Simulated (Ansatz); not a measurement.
# Ga24N23 (cell with a defect): what the fields show

Input

```
crystal:
  lattice:
    - [-3.218370816, 5.5743817707, -5.2431684095]
    - [6.4367416318, 1.0e-10, -5.2431684095]
    - [-3.2183708159, -5.5743817708, -5.2431684095]
  atoms:
    - { symbol: Ga, position: [-0.0003093376, 0.166357329, 0.3330239957], spin: 0.75 }
    - { symbol: Ga, position: [0.6669021166, 0.3336295146, 0.5001537611] }
    - { symbol: Ga, position: [0.3339782695, 0.0012883145, 0.1664667764] }
    - { symbol: Ga, position: [0.1668204278, 0.8335687832, 0.5002961813] }
    - { symbol: Ga, position: [0.8331334431, 0.5006449361, 0.1679549812] }
    - { symbol: Ga, position: [0.5005959222, 0.6669115498, 0.3337931644] }
    - { symbol: Ga, position: [0.166962848, 0.3334870944, 0.0002354499] }
    - { symbol: Ga, position: [0.8346216479, -0.0001998902, 0.6673116028] }
    - { symbol: Ga, position: [0.5002448831, 0.1671264978, 0.8339292556] }
    - { symbol: Ga, position: [0.0004598311, 0.6672625889, 0.8335782165] }
    - { symbol: Ga, position: [0.6658593357, 0.8325260024, -0.000807331] }
    - { symbol: Ga, position: [0.3340146385, 0.5006813051, 0.6673479718] }
    - { symbol: Ga, position: [-0.0027295056, 0.8374373129, 0.1671953092], spin: 0.75 }
    - { symbol: Ga, position: [0.6707706463, 0.0005286426, 0.3306038277], spin: 0.75 }
    - { symbol: Ga, position: [0.3326580299, 0.6666607798, 0.0006599547] }
    - { symbol: Ga, position: [0.1671280813, 0.5006398276, 0.3337191472] }
    - { symbol: Ga, position: [0.8338619759, 0.163937161, 0.0041039796], spin: 0.75 }
    - { symbol: Ga, position: [0.5001945448, 0.33372646, 0.166663179] }
    - { symbol: Ga, position: [0.1670597933, -3.4877e-06, 0.8335278782] }
    - { symbol: Ga, position: [0.8333298457, 0.6668612115, 0.5003931266] }
    - { symbol: Ga, position: [0.4999941132, 0.833993288, 0.6659913632] }
    - { symbol: Ga, position: [0.0003858138, 0.333794748, 0.6673064942] }
    - { symbol: Ga, position: [0.6673266214, 0.4993246966, 0.8333274465] }
    - { symbol: Ga, position: [0.3339731609, 0.1670524805, 0.5004614146] }
    - { symbol: "N", position: [0.5432127516, 0.2071399264, 0.3734794088] }
    - { symbol: "N", position: [0.2066584176, 0.8760718435, 0.0424697451] }
    - { symbol: "N", position: [0.0401460755, 0.7098794183, 0.373806593] }
    - { symbol: "N", position: [0.7091364118, 0.3733250842, 0.0427385101] }
    - { symbol: "N", position: [0.3746579877, 0.5415328052, 0.2081481647] }
    - { symbol: "N", position: [0.0404732597, 0.2068127422, 0.876546085] }
    - { symbol: "N", position: [0.7094051768, 0.8758030785, 0.5399917509] }
    - { symbol: "N", position: [0.3748661385, 0.041481498, 0.707991321] }
    - { symbol: "N", position: [0.8748148314, 0.5413246544, 0.7081994718] }
    - { symbol: "N", position: [0.5406877981, 0.7073544648, 0.8740211315] }
    - { symbol: "N", position: [0.2083021386, 0.3749688053, 0.541635472] }
    - { symbol: "N", position: [0.2072283619, 0.0413825971, 0.3739784414] }
    - { symbol: "N", position: [0.8747159305, 0.2073117748, 0.5405616953] }
    - { symbol: "N", position: [0.5424046932, 0.875069025, 0.2073298933] }
    - { symbol: "N", position: [0.3745927867, 0.7082999949, 0.5409493186] }
    - { symbol: "N", position: [0.0406451081, 0.3738950286, 0.2080492638] }
    - { symbol: "N", position: [0.7078463549, 0.5413899558, 0.3752188223] }
    - { symbol: "N", position: [0.3747232891, 0.2085521556, 0.0411796882] }
    - { symbol: "N", position: [0.041885489, 0.8745130216, 0.7080566225] }
    - { symbol: "N", position: [0.7084023583, 0.0406632266, 0.8757380265] }
    - { symbol: "N", position: [0.2076159852, 0.5412594534, 0.8749666616] }
    - { symbol: "N", position: [0.87399656, 0.7090713598, 0.0417356916] }
    - { symbol: "N", position: [0.5416333282, 0.3742826519, 0.70792612] }
  host:
    lattice:
      - [3.2183708159, 0.0, 0.0]
      - [-1.609185408, 2.7871908854, 0.0]
      - [0.0, 0.0, 5.2431684095]
    atoms:
      - { symbol: Ga, position: [0.6666666667, 0.3333333333, 0.4991348631] }
      - { symbol: Ga, position: [0.3333333333, 0.6666666667, 0.9991348631] }
      - { symbol: "N", position: [0.6666666667, 0.3333333333, 0.8758651369] }
      - { symbol: "N", position: [0.3333333333, 0.6666666667, 0.3758651369] }
basis:
  ecutwfc: 420
  xc_grid: 2
kpoints:
  mp_grid: { grid: [2, 2, 2], shift: [0.0, 0.0, 0.0] }
hamiltonian:
  xc: pbe
scf:
  occupations: { method: gaussian, width: 0.01 }
output:
  forces: true
  stress: false
  eigenvalues: true
  populations: true
  charged_corrections:
    defect_position: [0.87471162, 0.04137829, 0.20804495]
    epsilon: [[10.4928, 0.0, 0.0], [0.0, 10.4928, 0.0], [0.0, 0.0, 11.6882]]
  write_density: true
  write_potential: true
  elf: true
  volumetric_format: npy
magnetization:
  spin_polarized: true
relax:
  adjacent_minimum: "off"
  f_tol: 0.025
  max_steps: 45
```

Launched as:

```sh
ansatz run input.yaml --threads 4 --pin off --max-ram 10240MiB --backend cpu --events-out ev --progress --plain --runs-dir out
```

The program warned that a starting moment wasn't kept; spin-polarised, but the moments vanished.

These are results of DFT PBE, scalar-relativistic, plane waves, PAW (Ansatz), not measurements.

Core electrons are frozen (PAW), and the valence fields are smoothed inside the atomic spheres.

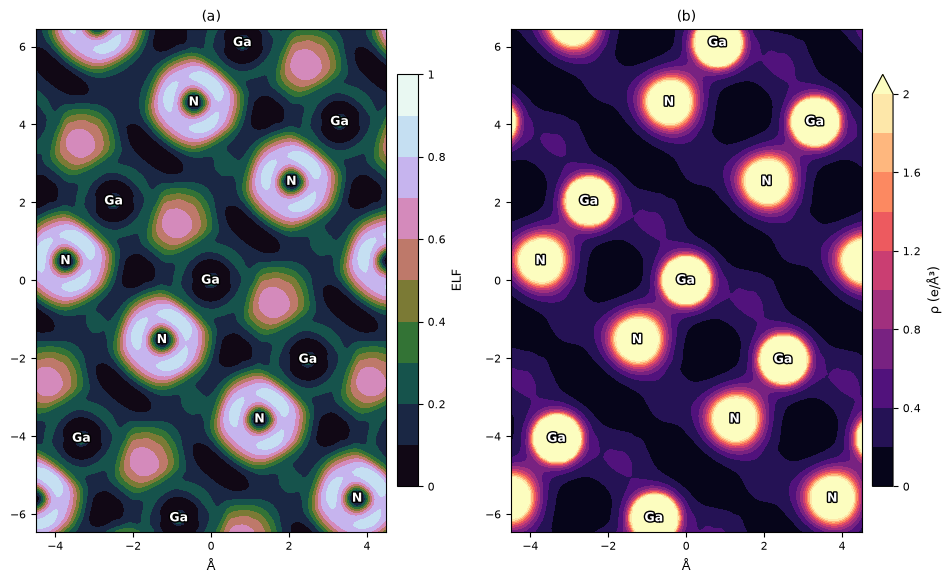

Figure 1. (a) ELF; (b) valence pseudo-density on the (11̄0) plane of the calculation cell.

**Describe what can be read from this map.**

The plane passes through Ga and N nuclei. Atoms just off the plane (Ga, 0.9 Å away and N, 0.9 Å away) can leave unmarked features too. Ga–N (1.98 Å): ρ at the midpoint is about 0.71 e/Å³; the ELF peaks at about 0.85 in the valence shell of N, 0.7 Å from its nucleus, and is about 0.45 at the midpoint. Between the atoms the lowest density in this plane is 0.05 e/Å³.

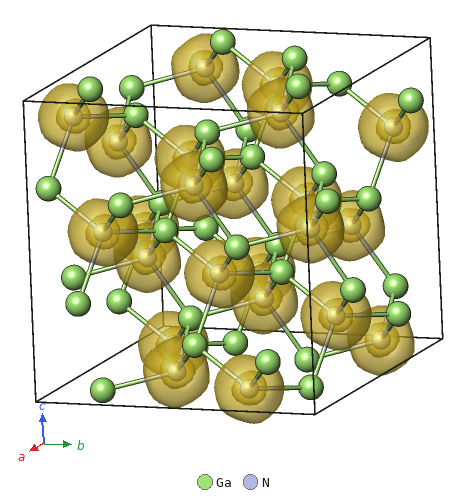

Figure 2. Isosurface of the electron localisation function at 0.7 (yellow), seen slightly off an axis. Only the valence region is drawn (cores and ρ < 0.01 e/Å³ removed). Sticks mark near contacts.

**What do the ELF domains correspond to?**

The surface consists of 23 regions wrapped around N (the valence shell of each), counted in one cell of 47 atoms. Any copies at cell faces, edges or corners count once. Along the contacts the grid gives the following. Ga–N (1.96 Å): the ELF peaks at about 0.85 in the valence shell of N, 0.7 Å from its nucleus, and is about 0.45 at the midpoint.

**Metal or insulator at this level of theory?**

It is gapped, with a Kohn–Sham gap of 0.32 eV on the k-point mesh, an upper bound to the gap of this method.
